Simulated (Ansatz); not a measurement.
TiO (P4_2/mmc, No. 131): coordinates from a relaxation at fixed volume with DFT PBEsol, scalar-relativistic, plane waves, PAW in Ansatz 0.2.0; the starting structure was generated, so it need not be a known form of this composition.

```yaml
crystal:
  lattice:
    - [3.16906, 0.00000, 0.00000]
    - [0.00000, 3.16906, 0.00000]
    - [0.00000, 0.00000, 4.88397]
  atoms:
    - { symbol: Ti, position: [0.00000, 0.50000, 0.00000] }
    - { symbol: Ti, position: [0.50000, 0.00000, 0.50000] }
    - { symbol: O, position: [0.00000, 0.00000, 0.25000] }
    - { symbol: O, position: [0.00000, 0.00000, 0.75000] }
```

What will a HAADF-like image along [001] show? Simulated incoherent Z contrast: every atom adds Z^1.7 spread by a probe of 0.96 Å full width; channelling and multiple scattering are left out. Shot noise was added.

Answer. The columns repeat on a square net with a repeat of 3.17 Å (plane group p4mm). The brightest columns hold 1 Ti per repeat; in falling brightness follow 2 O (about 35 %). Brightness is counted from the darkest point of the image. The closest visible columns (Ti and O) are 1.58 Å apart in projection. Along the beam the structure repeats every 4.88 Å.

```
column  atoms along the beam per repeat  peak brightness
    Ti                             1 Ti            100 %
     O                              2 O             35 %
```

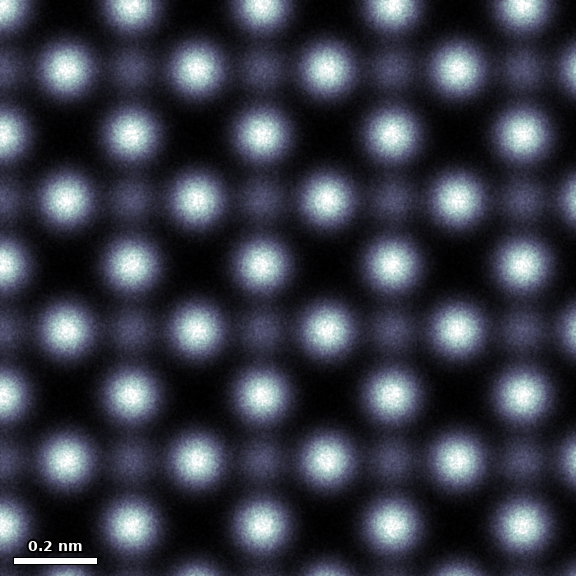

The simulated image.
